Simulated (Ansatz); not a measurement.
# Run report: Al, geometry relaxation

The run: geometry relaxation of Al (slab, 2 atoms in the cell). Method and program: DFT, LDA, all-electron LAPW, scalar-relativistic, no spin polarisation (Ansatz 0.2.0).

It belongs to a series of runs on one base structure; here: atoms relaxed, LAPW. Figures and captions count atoms from 1; the log counts them from 0 in places.

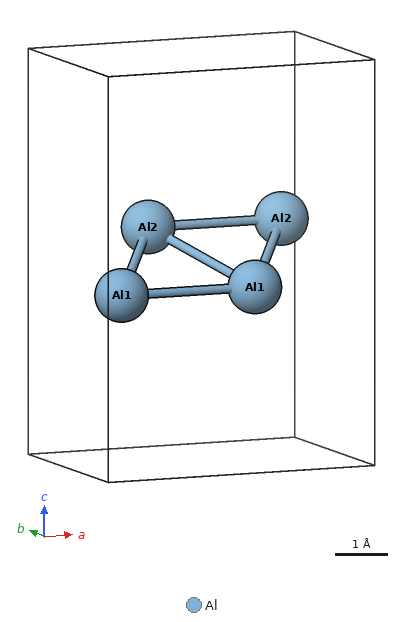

*The structure as given in the input (ball-and-stick view of the 2 × 1 repeat of the cell, with the vacuum cut short, seen slightly off an axis; atoms are numbered from 1 in the order of the input).*

**The input**
```yaml
crystal:
  lattice:
    - [2.8165331402, 0.0, 0.0]
    - [0.0, 3.9831793658, 0.0]
    - [0.0, 0.0, 17.4083]
  atoms:
    - { symbol: Al, position: [0.25, 0.25, 0.4716991044] }
    - { symbol: Al, position: [0.75, 0.75, 0.5283008956] }
kpoints:
  mp_grid: { grid: [14, 10, 1] }
scf:
  occupations: { method: fermi_dirac, width: 0.08 }
hamiltonian:
  xc: lda
  pseudopotentials: { kind: all_electron, lapw: { basis_error: 0.001 } }
output:
  forces: true
  stress: true
  eigenvalues: true
relax:
  f_tol: 0.01
  max_steps: 12
efield:
  axis: 3
  amplitude: 0
  dipole_correction: true
```

Launch command:
```bash
ansatz run input.yaml --threads 1 --pin off --max-ram 3584MiB --backend cpu --events-out ev --progress --plain --runs-dir out
```

**What the program printed**
```
The last accepted step is kept in [file] (removed where the run ends without a failure and the disk answers)
LAPW: plane waves up to 7.022 Å⁻¹, error target 1.0e-3 eV per atom; small_component_spin mean_spin; Al in spheres of 1.276 Å, 11 of its electrons in bands, Dirac shells [] (how accurate: hamiltonian.pseudopotentials.lapw.basis_error, Limitations)
Engine: ansatz 0.2.0, aarch64-unknown-linux-gnu
Pseudopotentials: kind: all_electron
Pseudopotential: Al, LAPW, valence charge 11, lapw/all_electron/scalar/gaussian/Al, Koelling and Harmon's equation, gaussian nucleus
Functional definition: SPW92
  exchange = slater_x
  correlation = pw_c
Crystal: 2 atoms, lattice volume = 195.299 Å³
Basis set: ecut = 187.86773487436352 eV, 1153 PW (Γ), exchange–correlation at level 2
Bands: 15, of which v1, the nominal top of the filled ones, is band 11 counted from 1 (10 counted from 0)
Symmetry: 4 space group operations
k-points: 48 of 140
Non-local potential: Al, projectors of the file, none
Initial density: superposition of atomic densities (neutral atoms: chi_scale 0, normalization atom)
Initial wavefunctions: plane waves of lowest kinetic energy (no species holds an atomic orbital)
Functional: x = slater, c = lda
iter 1 solved again at ethr=6.35e-3 eV; its pass at ethr=1.00e-1 eV (dr2=1.40e0 eV) is discarded
SCF iter   1: F=—  HF=-13164.815788 eV  |F-HF|=—  |Δ(HF+E_count)|=         —  Δρ=1.46e-2  dr2=1.42e0  ethr=6.35e-3  p=0.000 e·Å  D=7.22e-15 V/Å  ΔV_dip=-0.00 eV  dr2_dipole=1.61e-11  V_vac-E_F(+/−)=6.17/6.17 eV  ⟨swp⟩=3.0  Hψ=4730  notcnv=0
efield: sawtooth ramp at fractional position 0.9500 (placed from the atoms, in the widest stretch of the axis that holds none; the zero of the levels goes with the place), width 0.1000; the density the first Hamiltonian is built on has a dipole p = 0.000 e·Å; the dipole correction subtracts the counter field D = 3.29e-14 V/Å, which shifts the + side's vacuum level by -0.00 eV against the − side's; the planar-averaged density in the ramp window peaks in size at 2.2e-6 e/Å³
preconditioner: auto → LDOS  [metal: Δε(μ)=0.169 eV  Ē_g=7.320 eV  σ=0.080 eV  W_gap=0.47  n_scr=20 (ndim 8)  ℏωp=6.5 eV  f_vac=0.676  D(μ)=0.76/eV (n_scr^D=4)  β→1.0]
SCF iter   2: F=—  HF=-13164.349488 eV  |F-HF|=—  |Δ(HF+E_count)|=   4.66e-1  Δρ=6.75e-3  dr2=1.44e-1  ethr=6.35e-3  p=0.000 e·Å  D=2.22e-6 V/Å  ΔV_dip=-0.00 eV  dr2_dipole=5.64e-12  V_vac-E_F(+/−)=4.09/4.09 eV  ⟨swp⟩=3.4  Hψ=2367  notcnv=0  defer=4
iter 3 solved again at ethr=5.91e-5 eV; its pass at ethr=6.52e-4 eV (dr2=1.30e-2 eV) is discarded
SCF iter   3: F=—  HF=-13164.320898 eV  |F-HF|=—  |Δ(HF+E_count)|=   2.86e-2  Δρ=1.23e-3  dr2=1.30e-2  ethr=5.91e-5  p=0.000 e·Å  D=6.02e-7 V/Å  ΔV_dip=-0.00 eV  dr2_dipole=4.37e-11  V_vac-E_F(+/−)=4.42/4.42 eV  ⟨swp⟩=2.1  Hψ=3749  notcnv=0
SCF iter   4: F=—  HF=-13164.317281 eV  |F-HF|=—  |Δ(HF+E_count)|=         —  Δρ=2.15e-4  dr2=2.37e-4  ethr=5.91e-5  p=0.000 e·Å  D=4.89e-7 V/Å  ΔV_dip=-0.00 eV  dr2_dipole=1.07e-12  V_vac-E_F(+/−)=4.24/4.24 eV  ⟨swp⟩=3.0  Hψ=2132  notcnv=0
the basis was enlarged: its passes take 36.1 KiB over the memory plan, 1 of 1 planned eigensolver slots
SCF iter   5: F=—  HF=-13164.317253 eV  |F-HF|=—  |Δ(HF+E_count)|=   2.77e-5  Δρ=3.45e-5  dr2=5.34e-6  ethr=1.08e-6  p=-0.000 e·Å  D=-1.86e-7 V/Å  ΔV_dip=0.00 eV  dr2_dipole=1.23e-12  V_vac-E_F(+/−)=4.22/4.22 eV  ⟨swp⟩=3.0  Hψ=2007  notcnv=0
SCF iter   6: F=-13164.317252 eV  HF=-13164.317253 eV  |F-HF|=7.47e-7  |Δ(HF+E_count)|=   3.81e-7  Δρ=9.43e-6  dr2=5.11e-7  ethr=2.43e-8  p=0.000 e·Å  D=2.29e-8 V/Å  ΔV_dip=-0.00 eV  dr2_dipole=2.74e-13  V_vac-E_F(+/−)=4.21/4.21 eV  ⟨swp⟩=3.0  Hψ=2005  notcnv=0
SCF 1 converged in 6 iterations: F = -13164.317252 eV  dr2 = 5.11e-7
relax step   1: F+E_penalty+E_count = -13164.31725209 eV  Δ(F+E_penalty+E_count) = +0.000e0 eV  max|allowed force component| = 3.965e-4 eV/Å  Δτ_max = 0.0000 Å  (6 SCF iters, dr2 threshold 2.50e-6 eV, accepted)
Initial density: handed on by an earlier stage of this run
Initial wavefunctions: those handed on with the density
iter 1 solved again at ethr=2.32e-9 eV; its pass at ethr=1.00e-1 eV (dr2=5.10e-7 eV) is discarded
SCF iter   1: F=—  HF=-13164.317253 eV  |F-HF|=—  |Δ(HF+E_count)|=         —  Δρ=9.31e-6  dr2=5.06e-7  ethr=2.32e-9  p=0.000 e·Å  D=2.29e-8 V/Å  ΔV_dip=-0.00 eV  dr2_dipole=2.67e-13  V_vac-E_F(+/−)=4.21/4.21 eV  ⟨swp⟩=2.0  Hψ=2754  notcnv=0
efield: sawtooth ramp at fractional position 0.9500 (handed on by an earlier solve), width 0.1000; the density the first Hamiltonian is built on has a dipole p = 0.000 e·Å; the dipole correction subtracts the counter field D = 2.30e-8 V/Å, which shifts the + side's vacuum level by -0.00 eV against the − side's; the planar-averaged density in the ramp window peaks in size at 7.3e-8 e/Å³
preconditioner: auto → LDOS  [metal: Δε(μ)=0.025 eV  Ē_g=6.786 eV  σ=0.080 eV  W_gap=0.08  n_scr=20 (ndim 8)  ℏωp=6.5 eV  f_vac=0.694  D(μ)=1.38/eV (n_scr^D=6)  β→1.0]
iter 2 solved again at ethr=1.96e-10 eV; its pass at ethr=2.30e-9 eV (dr2=4.31e-8 eV) is discarded
SCF iter   2: F=—  HF=-13164.317253 eV  |F-HF|=—  |Δ(HF+E_count)|=   2.20e-7  Δρ=3.75e-6  dr2=4.31e-8  ethr=1.96e-10  p=-0.000 e·Å  D=-2.38e-8 V/Å  ΔV_dip=0.00 eV  dr2_dipole=4.22e-14  V_vac-E_F(+/−)=4.21/4.21 eV  ⟨swp⟩=2.0  Hψ=3462  notcnv=0
SCF iter   3: F=-13164.317253 eV  HF=-13164.317253 eV  |F-HF|=6.08e-10  |Δ(HF+E_count)|=   1.07e-7  Δρ=1.75e-6  dr2=1.65e-8  ethr=1.96e-10  p=-0.000 e·Å  D=-2.23e-9 V/Å  ΔV_dip=0.00 eV  dr2_dipole=7.97e-16  V_vac-E_F(+/−)=4.21/4.21 eV  ⟨swp⟩=2.9  Hψ=1940  notcnv=0
SCF 2 converged in 3 iterations: F = -13164.317253 eV  dr2 = 1.65e-8
relax step   2: F+E_penalty+E_count = -13164.31725251 eV  Δ(F+E_penalty+E_count) = -4.195e-7 eV  max|allowed force component| = 1.281e-4 eV/Å  Δτ_max = 0.0000 Å  (3 SCF iters, accepted)
SCF converged after 3 iterations
Free energy (F): -13164.317253 eV
Harris-Foulkes:  -13164.317253 eV  (|F-HF|=6.08e-10)
Internal energy: -13164.289445 eV  (E = F + TS)
E sigma→0 (E₀):  -13164.303349 eV
Entropy (-TS):   -0.027808 eV (-13.904 meV/atom)
Fermi energy:    -1.830182 eV
Dipole field:    D = -0.000000 V/Å  (p = -0.000000 e·Å, saw-weighted, corrected)
Work function:   Φ+ = 4.2112 eV   Φ− = 4.2112 eV
Levels:          The Fermi level and band energies are counted from a zero that moves with the ramp; work functions are not
--- Per-component energies (eV) ---
  E_band       = -1249.320387
  E_kinetic    = 13177.476620
  E_xc         = -960.418492
  E_efield     = 0.000000  (sawtooth field / dipole correction)
  E_electrostatic = -25381.347573  (all electrons and nuclei)
  E_smearing   = -0.027808  (= −TS)
  E_closure    = 0.000000  (closes the sum)
  E_atoms      = -13157.570602  (free atoms, spherical and without spin; not in F)
  Σ components = -13164.317253   (vs F -13164.317253, Δ=0.00e0)
  Basis errors (estimates in eV, not in F): energy 4.6e-4 per atom: plane waves 4.3e-4 (2.7e-4 summed), levels above the bands 3.1e-23, relativity 1.4e-9, radial functions 2.8e-5, core shells 3.0e-12; eigenvalues (radial functions only) 3.5e-7; not estimated: angular momenta, meshes, grids; target (lapw.basis_error) 1.0e-3; muffin-tin radii Al 1.276 Å
--- Forces (eV/Å), atoms counted from 1 ---
  atom   1  Al     0.00000000     0.00000000    -0.00012806
  atom   2  Al     0.00000000     0.00000000     0.00012806
  max |Σ_I F_I| component: 2.49e-10 eV/Å
--- Stress (GPa, compression-positive) ---
       -1.329615       0.000000       0.000000
        0.000000       1.021661       0.000000
        0.000000       0.000000       0.001076
  P = ⅓ Tr σ = -0.1023 GPa (-1.023 kbar)
--- Band table (eV; the first three rows and the last of 48) ---
  k-point 0: bands = ["-104.3550", "-104.3484", "-66.5929", "-66.5886", "-66.5462", "-66.5394", "-66.5252", "-66.5119", "-10.7874", "-5.0044", "-2.7601", "-0.6859", "-0.5412", "1.9906", "2.3383"]
  k-point 1: bands = ["-104.3548", "-104.3485", "-66.5929", "-66.5889", "-66.5452", "-66.5391", "-66.5255", "-66.5126", "-10.6962", "-5.0058", "-3.5103", "-0.6524", "0.4443", "2.0858", "2.2973"]
  k-point 2: bands = ["-104.3544", "-104.3490", "-66.5929", "-66.5897", "-66.5423", "-66.5381", "-66.5265", "-66.5148", "-10.4233", "-5.4255", "-4.1532", "-0.6446", "1.5377", "2.1728", "2.3996"]
  k-point 47: bands = ["-104.3504", "-104.3504", "-66.5896", "-66.5896", "-66.5543", "-66.5543", "-66.5203", "-66.5203", "-4.5346", "-4.5346", "-3.5645", "-3.5645", "1.4412", "1.4412", "2.0295"]
--- Relaxed structure (2 steps of the walk, 2 accepted, 0 SCFs on fresh bases) ---
  F+E_penalty+E_count = -13164.31725251 eV   max|allowed force component| = 1.281e-4 eV/Å
  atoms:
    - { symbol: Al, position: [0.25, 0.24999999999999997, 0.47169910439999996] }
    - { symbol: Al, position: [0.7499999999999999, 0.7499999999999999, 0.5283008955999999] }
```

**Trajectory as extended XYZ (Å, eV, eV/Å), 2 frames, from step=1 to step=2**
```
2
Lattice="2.8165 0.0000 0.0000 0.0000 3.9832 0.0000 0.0000 0.0000 17.4083" Properties=species:S:1:pos:R:3:forces:R:3 step=1 energy=-13164.31725
Al    0.7041    0.9958    8.2115    0.0000   0.0000   0.0004
Al    2.1124    2.9874    9.1968    0.0000   0.0000  -0.0004
2
Lattice="2.8165 0.0000 0.0000 0.0000 3.9832 0.0000 0.0000 0.0000 17.4083" Properties=species:S:1:pos:R:3:forces:R:3 step=2 energy=-13164.31725
Al    0.7041    0.9958    8.2115    0.0000   0.0000  -0.0001
Al    2.1124    2.9874    9.1968    0.0000   0.0000   0.0001
```

**Summary**

```tsv
quantity	value
outcome	converged
electrons in bands (core shells apart)	22
free energy	−13164.3173 eV
Fermi energy	−1.830 eV
final volume	195.30 Å³
largest force (length of the vector) at the end	under 0.001 eV/Å
hardware	1 thread of Arm Neoverse V2, 128 GiB of memory available, shared host
wall time	44 s
peak memory	0.59 GiB
```
